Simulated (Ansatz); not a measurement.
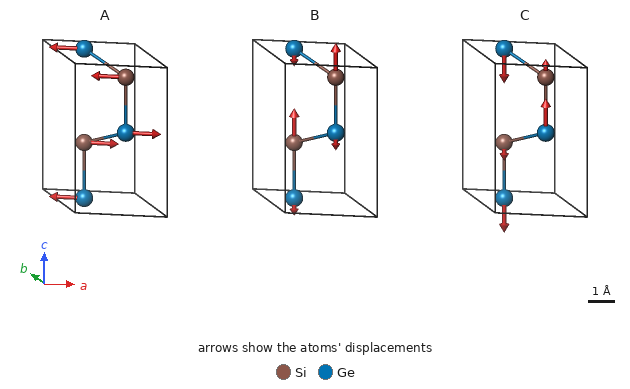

Three optical modes of a crystal of SiGe relaxed at 22 GPa at the zone centre, in no order (one member of each degenerate set). Displacements are drawn as red arrows; their common scale and sign are arbitrary. A ball-and-stick model of the cell of the calculation, seen slightly off an axis.

All numbers below come from DFT PBEsol, scalar-relativistic, plane waves, PAW (Ansatz 0.2.0). (plane-wave cutoff 420 eV; k-point mesh 12 × 12 × 8; occupations gaussian; smearing width 0.01 eV; target pressure 22 GPa; no spin polarisation)

Q: Rank the modes by frequency, softest first.

A: A (22i cm⁻¹), C (265 cm⁻¹), B (486 cm⁻¹). A, E₂: All motion is along a; atoms of one kind move against one another, with no net shift of any sublattice; the Ge–Si bond lengths don't change to first order, so for these it is a bending, tilting or sliding motion; the kinetic energy is shared as Ge 73 %, Si 27 %. C, B₁: All motion is along c; atoms of one kind move against one another, with no net shift of any sublattice; the kinetic energy is shared as Ge 94 %, Si 6 %. B, A₁: The Si sublattice moves against the Ge sublattice, along c; it stretches the shortest Ge–Si bonds (2.26 Å); the kinetic energy is shared as Si 72 %, Ge 28 %. The crystal is metallic in this run.
